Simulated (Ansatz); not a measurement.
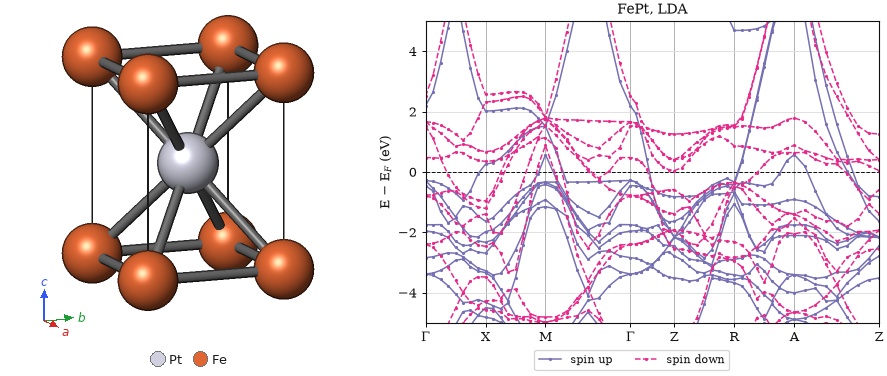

Band structure, beside the structure. Energies are counted from the Fermi level. The path runs straight from each named point to the next.

System: FePt, space group P4/mmm, 2 atoms in the cell.

```cif
data_structure
_symmetry_space_group_name_H-M 'P4/mmm'
_symmetry_Int_Tables_number 123
_cell_length_a 2.7235
_cell_length_b 2.7235
_cell_length_c 3.7200
_cell_angle_alpha 90.000
_cell_angle_beta 90.000
_cell_angle_gamma 90.000
_cell_volume 27.59
loop_
_atom_site_label
_atom_site_type_symbol
_atom_site_symmetry_multiplicity
_atom_site_Wyckoff_symbol
_atom_site_fract_x
_atom_site_fract_y
_atom_site_fract_z
_atom_site_occupancy
Pt1 Pt 1 d 0.50000 0.50000 0.50000 1
Fe1 Fe 1 a 0.00000 0.00000 0.00000 1
```

Computed with Ansatz: LDA, all-electron LAPW, collinear spin, ferromagnetic start, no spin-orbit coupling, 10×10×7 k mesh, Fermi-Dirac smearing of 0.05 eV.

Metal, semiconductor or insulator?

A metal: bands cross the Fermi level along this path.

Which levels at Γ lie nearest to the Fermi level?

At Γ the nearest levels lie 0.28 eV below and 0.48 eV above the Fermi level.

The run ends ferromagnetic, with 3.22 μB a cell. Spin-orbit coupling is left out, which matters for Pt. The magnetic state is the one that this start led to; another may lie lower. The cell is at −13 GPa in this functional. Bands are joined in order of energy, so crossings between the computed points show as kinks or gaps.
